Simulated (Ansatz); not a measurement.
## Al₁₆As₁₆H (charge +1): geometry relaxation (part 1 of 3)

- system: Al₁₆As₁₆H (defect cell, 33 atoms in the cell, total charge +1)
- method: DFT PBE, scalar-relativistic, plane waves, PAW, no spin polarisation (Ansatz 0.2.0)

The structure derives from a Materials Project entry. It belongs to a series of runs on one base structure; here: H interstitial, charge +1, atoms relaxed at the host's cell.

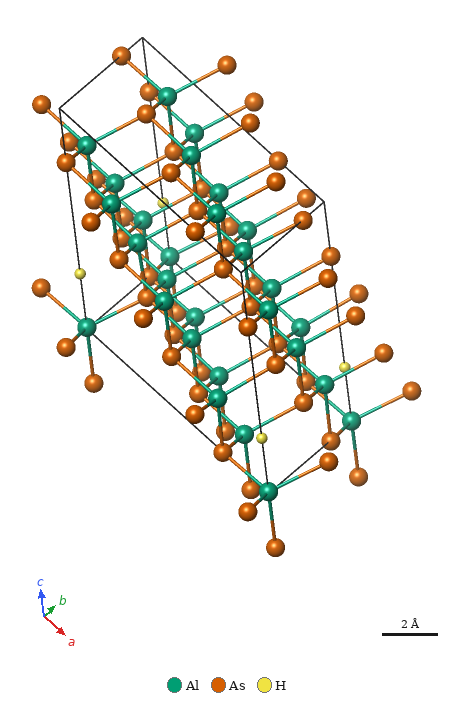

*The starting structure (ball-and-stick view of the cell of the calculation, seen slightly off an axis; bonded neighbours outside the cell are drawn too). An atom can appear more than once, as a periodic image.*

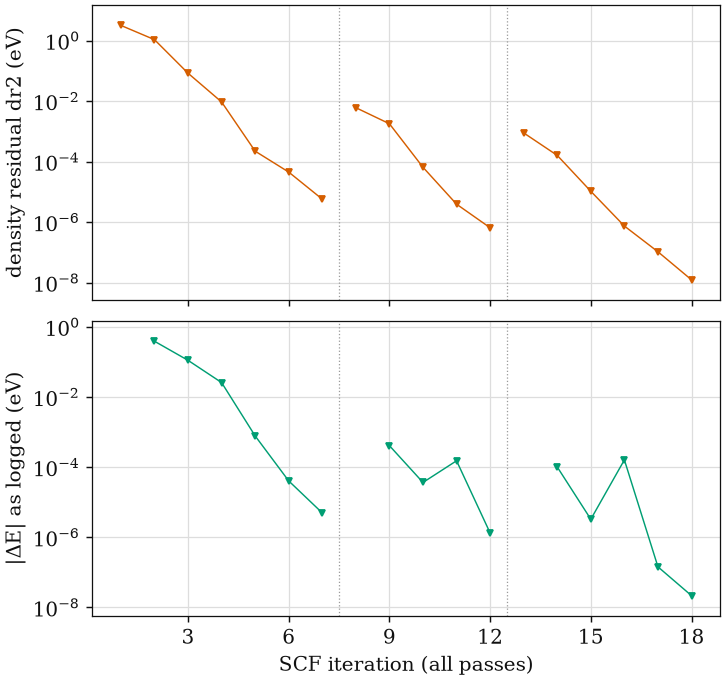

*Convergence of the self-consistent field: density residual dr2 and size of the energy change against the SCF iteration. The dotted lines part the SCF passes of the relaxation: geometry steps, rejected trials and re-solves on a re-selected basis.*

The passes take 7, 5 and 6 iterations.

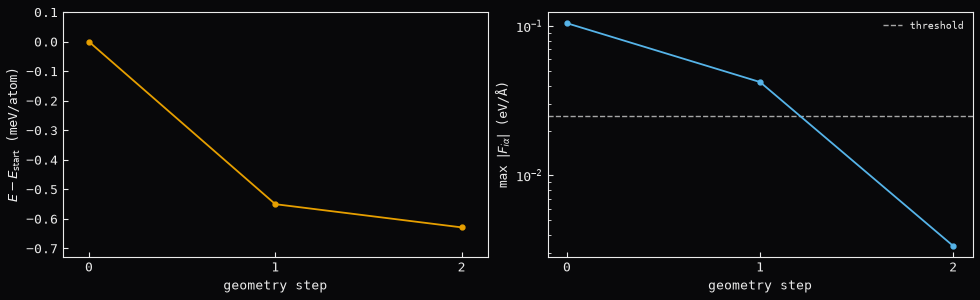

*Progress of the relaxation, step by step (the first geometry is step 0 here and step 1 in the log).*

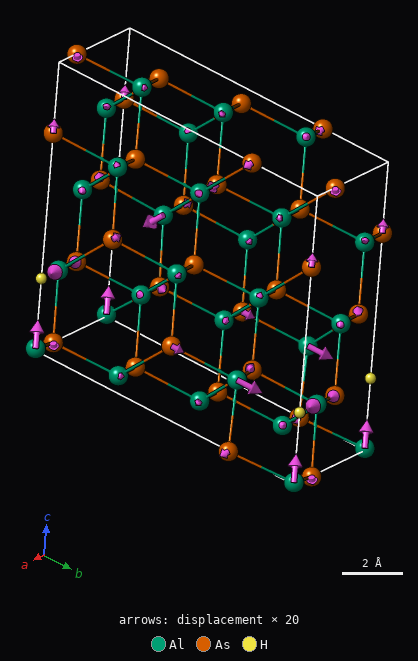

*The starting structure with the displacements as pink arrows, magnified 20 times (ball-and-stick view of the cell of the calculation, seen slightly off an axis).*

The energy falls by 0.6 meV per atom in 2 geometry steps. The largest force component goes from 0.1 to 0.0034 eV/Å. The largest moves, 0.051 Å, are those of Al4, Al9, Al10 and Al13. Largest moves by element: Al 0.051 Å, As 0.026 Å. H stays in place. The cell stays as it was. Distances before and after: Al10–As28 2.517 → 2.542 Å. Among the angles that change: Al9–As19–Al13 105.1° → 102.1°. (Atoms are counted from 1 in the order of the input.)

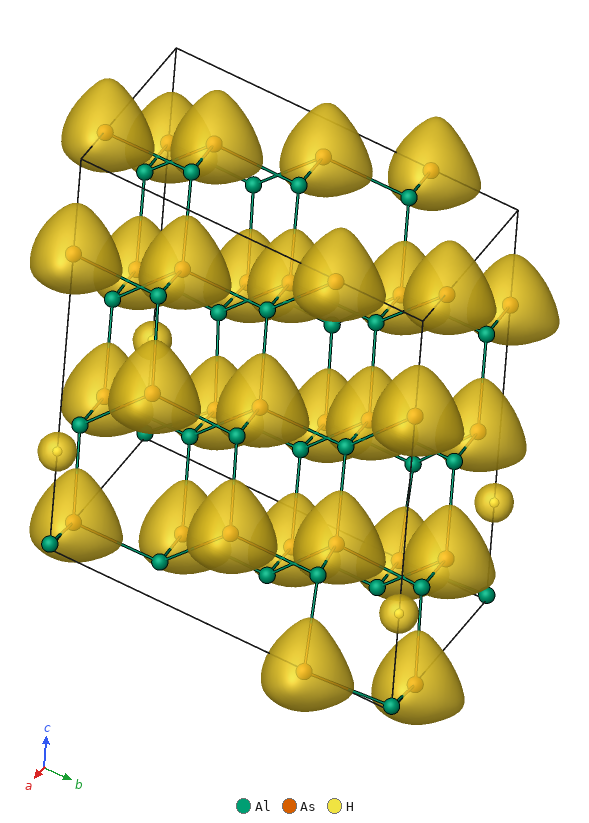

*Isosurface of the valence charge density (pseudo) at 0.4 e/Å³ (yellow), seen slightly off an axis. Sticks mark near contacts. The outline is the calculation cell.*

At this value the density breaks into separate islands; it holds about 70 % of the electrons treated as valence. It is pinched off along the Al–H (2.36 Å), Al–As (2.47 Å) and Al–As (2.54 Å) contacts. On the grid the lowest density along these lines, outside the cores, is 0.14 e/Å³ (Al–H, 2.36 Å), 0.34 e/Å³ (Al–As, 2.47 Å) and 0.31 e/Å³ (Al–As, 2.54 Å). In a PAW calculation such maps are meaningful between the atoms, not at the nuclei.

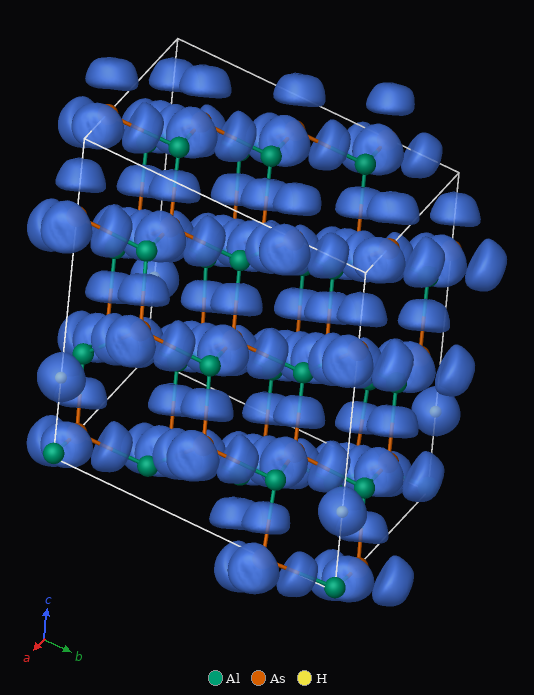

*Isosurface of the electron localisation function at 0.7 (blue), seen slightly off an axis. Only the valence region is drawn (cores and ρ < 0.01 e/Å³ removed). Sticks mark near contacts. The outline is the calculation cell.*

Values along the shortest contacts:

The input that produced these results follows, with the program's output.

**Input file**
```yaml
crystal:
  lattice:
    - [-5.7279123196, 5.7279123196, -5.7279123196]
    - [-5.7279123196, -5.7279123196, 5.7279123196]
    - [5.7279123196, 5.7279123196, 5.7279123196]
  atoms:
    - { symbol: Al, position: [0.7507400955, 0.7507400955, 0.5022980406] }
    - { symbol: Al, position: [0.5015579451, 0.0, 0.4992599045] }
    - { symbol: Al, position: [0.4984420549, 0.7477019594, 0.7484420549] }
    - { symbol: Al, position: [0.242600773, 0.242600773, 0.492600773] }
    - { symbol: Al, position: [0.2492599045, 0.0, 0.7515579451] }
    - { symbol: Al, position: [0.2522980406, 0.7507400955, 0.0007400955] }
    - { symbol: Al, position: [0.0, 0.5015579451, 0.4992599045] }
    - { symbol: Al, position: [0.0, 0.2492599045, 0.7515579451] }
    - { symbol: Al, position: [0.0, 0.0, 0.007399227] }
    - { symbol: Al, position: [0.0, 0.757399227, 0.25] }
    - { symbol: Al, position: [0.7477019594, 0.4984420549, 0.7484420549] }
    - { symbol: Al, position: [0.7507400955, 0.2522980406, 0.0007400955] }
    - { symbol: Al, position: [0.757399227, 0.0, 0.25] }
    - { symbol: Al, position: [0.4984420549, 0.4984420549, -0.0022980406] }
    - { symbol: Al, position: [0.5015579451, 0.2492599045, 0.25] }
    - { symbol: Al, position: [0.2492599045, 0.5015579451, 0.25] }
    - { symbol: As, position: [0.0, 0.0, 0.7537404076] }
    - { symbol: As, position: [0.75, 0.25, 0.75] }
    - { symbol: As, position: [0.7472541017, 0.0, -0.0027458983] }
    - { symbol: As, position: [0.4962595924, 0.4962595924, 0.7462595924] }
    - { symbol: As, position: [0.5, 0.25, 0.0] }
    - { symbol: As, position: [0.5037404076, 0.0, 0.25] }
    - { symbol: As, position: [0.25, 0.75, 0.75] }
    - { symbol: As, position: [0.25, 0.5, 0.0] }
    - { symbol: As, position: [0.2527458983, 0.2527458983, 0.25] }
    - { symbol: As, position: [0.2527458983, 0.0, 0.5027458983] }
    - { symbol: As, position: [0.0, 0.7472541017, -0.0027458983] }
    - { symbol: As, position: [0.0, 0.5037404076, 0.25] }
    - { symbol: As, position: [0.0, 0.2527458983, 0.5027458983] }
    - { symbol: As, position: [0.7472541017, 0.7472541017, 0.25] }
    - { symbol: As, position: [0.75, 0.5, 0.5] }
    - { symbol: As, position: [0.5, 0.75, 0.5] }
    - { symbol: H, position: [0.0, 0.0, 0.25] }
  host:
    lattice:
      - [0.0, 2.8639561598, 2.8639561598]
      - [2.8639561598, 0.0, 2.8639561598]
      - [2.8639561598, 2.8639561598, 0.0]
    atoms:
      - { symbol: Al, position: [0.0, 0.0, 0.0] }
      - { symbol: As, position: [0.75, 0.75, 0.75] }
total_charge: 1
basis:
  ecutwfc: 420
  xc_grid: 2
kpoints:
  mp_grid: { grid: [3, 3, 3], shift: [0.0, 0.0, 0.0] }
hamiltonian:
  xc: pbe
scf:
  occupations: { method: gaussian, width: 0.01 }
output:
  forces: true
  stress: false
  eigenvalues: true
  charged_corrections:
    defect_position: [0.0, 0.0, 0.25]
    epsilon: [[11.5641, 0.0, 0.0], [0.0, 11.5641, 0.0], [0.0, 0.0, 11.5641]]
  write_density: true
  write_potential: true
  elf: true
  volumetric_format: npy
relax:
  adjacent_minimum: "off"
  f_tol: 0.025
  max_steps: 45
```

Run as:
```bash
ansatz run input.yaml --threads 4 --pin off --max-ram 10240MiB --backend cpu --events-out ev --progress --plain --runs-dir out
```

**What the program printed**
```
Engine: ansatz 0.2.0, aarch64-unknown-linux-gnu
Pseudopotentials: kind: paw
Pseudopotential: Al, paw, valence charge 3, recommended cutoff 420 eV (normal), Al.paw.azcp
Pseudopotential: As, paw, valence charge 15, recommended cutoff 420 eV (normal), As.paw.azcp
Pseudopotential: H, paw, valence charge 1, recommended cutoff 420 eV (normal), H.paw.azcp
Functional definition: PBE
  parameter kappa = 0.804
  parameter beta = 0.06672455060314922
  exchange = pbe_x(kappa = kappa, mu = beta*pi^2/3)
  correlation = pbe_c(beta = beta)
Crystal: 33 atoms, lattice volume = 751.708 Å³
Basis set: ecut = 420 eV, 14771 PW (Γ), exchange–correlation on 144×144×144 points (8 copies of the dense FFT grid, shifted against one another)
Bands: 177, of which v1, the nominal top of the filled ones, is band 144 counted from 1 (143 counted from 0)
Symmetry: 24 space group operations
Space group: I-43m (ITA 217), of the structure as read, at distance tolerance 9.1e-5 Å
k-points: 4 of 27 (time reversal used)
Non-local potential: Al, projectors of the file, l = 0: 2, l = 1: 2, l = 2: 1
Non-local potential: As, projectors of the file, l = 0: 2, l = 1: 2, l = 2: 3, l = 3: 1
Non-local potential: H, projectors of the file, l = 0: 2, l = 1: 1
PAW form: soft (Blöchl's): semilocal exchange-correlation on the pseudo side does not see the compensation charge
PAW one-centre angular grid: Al, 110 points (default); XC on 64 Gauss nodes
PAW one-centre angular grid: As, 590 points (default); XC on 64 Gauss nodes
PAW one-centre angular grid: H, 110 points (default); XC on 64 Gauss nodes
Initial density: superposition of atomic densities (neutral atoms scaled as one to the charged cell's electrons: chi_scale 0, normalization atom), corrected by the library's trained network
Initial wavefunctions: pseudopotential atomic-orbital guess
Functional: x = pbe(κ = 0.804, μ = 0.2195149727645171), c = pbe(β = 0.06672455060314922)
SCF iter   1: F=—  HF=-86334.148362 eV  |F-HF|=—  |Δ(HF+E_count)|=         —  Δρ=1.38e-2  dr2=3.19e0  ethr=1.77e-3  ⟨swp⟩=6.0  Hψ=2705  notcnv=0  defer=32
preconditioner: auto → Resta (q_TF=auto, 2.325 Å⁻¹)  ε∞=4.4  [insulator: Δε(μ)=0.233 eV  Ē_g=8.267 eV  σ=0.010 eV  W_gap=0.67  n_scr=140 (ndim 8)  ℏωp=15.3 eV  f_vac=0.009  D(μ)=11.43/eV (n_scr^D=54)  ε∞_Penn≈4.4]
SCF iter   2: F=—  HF=-86333.759698 eV  |F-HF|=—  |Δ(HF+E_count)|=   3.89e-1  Δρ=8.48e-3  dr2=1.08e0  ethr=1.11e-3  ⟨swp⟩=3.0  Hψ=1038  notcnv=0  defer=109
SCF iter   3: F=—  HF=-86333.648551 eV  |F-HF|=—  |Δ(HF+E_count)|=   1.11e-1  Δρ=3.28e-3  dr2=8.40e-2  ethr=3.77e-4  ⟨swp⟩=2.2  Hψ=726  notcnv=0  defer=110
SCF iter   4: F=—  HF=-86333.622738 eV  |F-HF|=—  |Δ(HF+E_count)|=   2.58e-2  Δρ=6.38e-4  dr2=9.41e-3  ethr=2.92e-5  ⟨swp⟩=2.8  Hψ=986  notcnv=0  defer=113
SCF iter   5: F=—  HF=-86333.621962 eV  |F-HF|=—  |Δ(HF+E_count)|=   7.76e-4  Δρ=1.66e-4  dr2=2.22e-4  ethr=3.27e-6  ⟨swp⟩=2.2  Hψ=731  notcnv=0  defer=113
SCF iter   6: F=—  HF=-86333.622002 eV  |F-HF|=—  |Δ(HF+E_count)|=   4.05e-5  Δρ=6.05e-5  dr2=4.52e-5  ethr=7.72e-8  ⟨swp⟩=2.0  Hψ=1165  notcnv=0  defer=113
SCF iter   7: F=-86333.622002 eV  HF=-86333.621997 eV  |F-HF|=4.28e-6  |Δ(HF+E_count)|=   4.95e-6  Δρ=2.07e-5  dr2=5.74e-6  ethr=5.43e-9  ⟨swp⟩=17.2  Hψ=6643  notcnv=0
SCF 1 converged in 7 iterations: F = -86333.622002 eV  dr2 = 5.74e-6
  greatest PAW one-centre occupation: 0.999 electrons in one spin orbital (limit 2), on the As atom at site 24 (counted from 0), in its partial waves of l = 2
relax step   1: F+E_penalty+E_count = -86333.62200177 eV  Δ(F+E_penalty+E_count) = +0.000e0 eV  max|allowed force component| = 1.050e-1 eV/Å  Δτ_max = 0.0000 Å  (7 SCF iters, dr2 threshold 1.56e-5 eV, accepted)
Initial density: handed on by an earlier stage of this run
Initial wavefunctions: those handed on with the density
iter 1 solved again at ethr=1.98e-6 eV; its pass at ethr=3.10e-3 eV (dr2=5.70e-3 eV) is discarded
SCF iter   1: F=—  HF=-86333.640749 eV  |F-HF|=—  |Δ(HF+E_count)|=         —  Δρ=1.11e-3  dr2=6.08e-3  ethr=1.98e-6  ⟨swp⟩=2.0  Hψ=1931  notcnv=0  defer=113
preconditioner: auto → Resta (q_TF=auto, 2.325 Å⁻¹)  ε∞=4.5  [insulator: Δε(μ)=0.123 eV  Ē_g=8.248 eV  σ=0.010 eV  W_gap=0.66  n_scr=140 (ndim 8)  ℏωp=15.3 eV  f_vac=0.008  D(μ)=72.25/eV (n_scr^D=934)  ε∞_Penn≈4.5]
SCF iter   2: F=—  HF=-86333.640339 eV  |F-HF|=—  |Δ(HF+E_count)|=   4.10e-4  Δρ=5.95e-4  dr2=1.79e-3  ethr=1.98e-6  ⟨swp⟩=2.0  Hψ=787  notcnv=0  defer=113
SCF iter   3: F=—  HF=-86333.640302 eV  |F-HF|=—  |Δ(HF+E_count)|=   3.66e-5  Δρ=7.70e-5  dr2=6.52e-5  ethr=6.20e-7  ⟨swp⟩=2.0  Hψ=824  notcnv=0  defer=113
SCF iter   4: F=—  HF=-86333.640151 eV  |F-HF|=—  |Δ(HF+E_count)|=   1.52e-4  Δρ=2.23e-5  dr2=3.93e-6  ethr=2.26e-8  ⟨swp⟩=2.0  Hψ=930  notcnv=0  defer=113
SCF iter   5: F=-86333.640152 eV  HF=-86333.640152 eV  |F-HF|=2.92e-8  |Δ(HF+E_count)|=   1.33e-6  Δρ=8.44e-6  dr2=6.53e-7  ethr=2.39e-10  ⟨swp⟩=15.8  Hψ=6321  notcnv=0
SCF 2 converged in 5 iterations: F = -86333.640152 eV  dr2 = 6.53e-7
  greatest PAW one-centre occupation: 0.999 electrons in one spin orbital (limit 2), on the As atom at site 28 (counted from 0), in its partial waves of l = 2
relax step   2: F+E_penalty+E_count = -86333.64015193 eV  Δ(F+E_penalty+E_count) = -1.815e-2 eV  max|allowed force component| = 4.232e-2 eV/Å  Δτ_max = 0.0366 Å  (5 SCF iters, dr2 threshold 6.89e-7 eV, accepted)
SCF iter   1: F=—  HF=-86333.643005 eV  |F-HF|=—  |Δ(HF+E_count)|=         —  Δρ=3.15e-4  dr2=8.92e-4  ethr=2.44e-6  ⟨swp⟩=3.0  Hψ=1173  notcnv=0  defer=113
preconditioner: auto → Resta (q_TF=auto, 2.325 Å⁻¹)  ε∞=4.5  [insulator: Δε(μ)=0.133 eV  Ē_g=8.245 eV  σ=0.010 eV  W_gap=0.63  n_scr=140 (ndim 8)  ℏωp=15.3 eV  f_vac=0.008  D(μ)=70.56/eV (n_scr^D=934)  ε∞_Penn≈4.5]
SCF iter   2: F=—  HF=-86333.642903 eV  |F-HF|=—  |Δ(HF+E_count)|=   1.01e-4  Δρ=1.59e-4  dr2=1.61e-4  ethr=3.10e-7  ⟨swp⟩=1.8  Hψ=884  notcnv=0  defer=113
SCF iter   3: F=—  HF=-86333.642906 eV  |F-HF|=—  |Δ(HF+E_count)|=   3.27e-6  Δρ=4.02e-5  dr2=1.05e-5  ethr=5.60e-8  ⟨swp⟩=2.0  Hψ=829  notcnv=0  defer=113
SCF iter   4: F=—  HF=-86333.642746 eV  |F-HF|=—  |Δ(HF+E_count)|=   1.61e-4  Δρ=8.39e-6  dr2=7.44e-7  ethr=3.65e-9  ⟨swp⟩=2.2  Hψ=930  notcnv=0  defer=113
SCF iter   5: F=—  HF=-86333.642746 eV  |F-HF|=—  |Δ(HF+E_count)|=   1.44e-7  Δρ=2.97e-6  dr2=1.05e-7  ethr=3.47e-11  ⟨swp⟩=15.0  Hψ=5966  notcnv=0
SCF iter   6: F=-86333.642746 eV  HF=-86333.642746 eV  |F-HF|=1.29e-8  |Δ(HF+E_count)|=   2.17e-8  Δρ=1.09e-6  dr2=1.24e-8  ethr=3.47e-11  ⟨swp⟩=7.0  Hψ=3737  notcnv=0
SCF 3 converged in 6 iterations: F = -86333.642746 eV  dr2 = 1.24e-8
relax step   3: F+E_penalty+E_count = -86333.64274596 eV  Δ(F+E_penalty+E_count) = -2.594e-3 eV  max|allowed force component| = 3.369e-3 eV/Å  Δτ_max = 0.0146 Å  (6 SCF iters, accepted)
SCF converged after 6 iterations
Free energy (F): -86333.642746 eV
Harris-Foulkes:  -86333.642746 eV  (|F-HF|=1.29e-8)
Internal energy: -86333.639192 eV  (E = F + TS)
E sigma→0 (E₀):  -86333.640969 eV
Entropy (-TS):   -0.003554 eV (-0.108 meV/atom)
Fermi energy:    5.786237 eV
--- Per-component energies (eV) ---
  E_band       = -4375.451851
  E_kinetic    = 2011.577727
  E_local      = -34175.391418  (includes V_loc(G=0)·N_el)
  E_nonlocal   = -10560.678520
  E_hartree    = 18215.432526
  E_xc         = -1896.425574
  E_vxc        = -1722.924280  (∫ρ·V_xc dr)
  E_paw        = -36848.166311  (= ΣΔE_a)
  E_vpaw       = 3641.097979  (= ΣTr[D̂ρ^β])
  E_aug_tail   = -0.000879  (compensation charges beyond the density's cutoff)
  E_ewald      = -23079.986743
  E_smearing   = -0.003554  (= −TS)
  E_closure    = 0.000000  (closes the sum)
  E_deformation_potential = 12.531534  (in the stress; not in F)
  Σ components = -86333.642746   (vs F -86333.642746, Δ=0.00e0)
--- Forces (eV/Å), atoms counted from 1 ---
  atom   1  Al     0.00124749     0.00250082     0.00250082
  atom   2  Al    -0.00250082     0.00124749    -0.00250082
  atom   3  Al     0.00250082    -0.00124749    -0.00250082
  atom   4  Al     0.00187837    -0.00187837    -0.00187837
  atom   5  Al     0.00250082     0.00124749     0.00250082
  atom   6  Al    -0.00250082     0.00250082    -0.00124749
  atom   7  Al    -0.00250082    -0.00250082     0.00124749
  atom   8  Al     0.00250082     0.00250082     0.00124749
  atom   9  Al     0.00187837     0.00187837     0.00187837
  atom  10  Al    -0.00187837    -0.00187837     0.00187837
  atom  11  Al     0.00250082    -0.00250082    -0.00124749
  atom  12  Al    -0.00250082    -0.00124749     0.00250082
  atom  13  Al    -0.00187837     0.00187837    -0.00187837
  atom  14  Al     0.00124749    -0.00250082    -0.00250082
  atom  15  Al    -0.00124749     0.00250082    -0.00250082
  atom  16  Al    -0.00124749    -0.00250082     0.00250082
  atom  17  As    -0.00247486    -0.00247486    -0.00247486
  atom  18  As    -0.00000000    -0.00000000    -0.00000000
  atom  19  As    -0.00000000     0.00336893     0.00000000
  atom  20  As    -0.00247486     0.00247486     0.00247486
  atom  21  As    -0.00000000     0.00000000     0.00000000
  atom  22  As     0.00247486    -0.00247486     0.00247486
  atom  23  As    -0.00000000     0.00000000    -0.00000000
  atom  24  As    -0.00000000     0.00000000    -0.00000000
  atom  25  As     0.00336893     0.00000000     0.00000000
  atom  26  As    -0.00000000    -0.00336893    -0.00000000
  atom  27  As    -0.00000000     0.00000000     0.00336893
  atom  28  As     0.00247486     0.00247486    -0.00247486
  atom  29  As    -0.00000000    -0.00000000    -0.00336893
  atom  30  As    -0.00336893     0.00000000     0.00000000
  atom  31  As    -0.00000000     0.00000000    -0.00000000
  atom  32  As    -0.00000000     0.00000000     0.00000000
  atom  33  H     -0.00000000    -0.00000000     0.00000000
  max |Σ_I F_I| component: 2.24e-16 eV/Å
--- Charged-cell corrections in eV (Makov–Payne, q = +1.000 e, ε = 11.564) ---
  F (periodic)     = -86333.642746  (uncorrected; the corrections below are reported, never added to it)
  E_corr1          = +0.197785  (monopole, q²α_M/2εL)
  F Makov-Payne    = -86333.444961  (F + E_corr1; no measured alignment; for a localised charge, not one spread in a band: unchecked)
  no potential alignment in this run, which stands beside a crystal: run the host's input off ansatz write-host-input, and read the two finished runs by ansatz place-levels (neither reads a slab, a wire or a sheet, whose cell leaves a vacuum)
--- Band table (eV) ---
```
